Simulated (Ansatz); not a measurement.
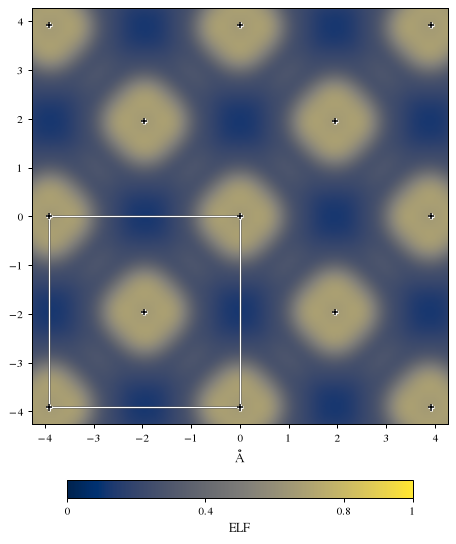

The ELF on a plane through atoms (crosses mark nuclei in the plane).

The calculation used Ansatz 0.2.0, DFT PBE, scalar-relativistic, plane waves, PAW.

Candidates:
A. WS₂, a = 5.52 Å, b = 7.70 Å, c = 8.43 Å, α = 85.51°, β = 70.89°, γ = 76.17°. Space group R3m; a structure from a database of computed crystals, not necessarily the ambient phase.
B. Pt, a = 3.92 Å, b = 3.92 Å, c = 3.92 Å, α = 90.00°, β = 90.00°, γ = 90.00°. Space group Fm-3m; computed pressure about 12 GPa in this cell.
C. ZnO, a = 3.25 Å, b = 3.25 Å, c = 10.41 Å, α = 90.00°, β = 90.00°, γ = 60.00°. Space group P6₃mc; computed pressure about 5 GPa in this cell.

Question: Which candidate gave the map?

Answer: Candidate B: Pt on the (100) plane of the conventional cell, which holds Pt. Pt–Pt (2.77 Å): the ELF is about 0.30 at the midpoint; no localised pair shows between them.
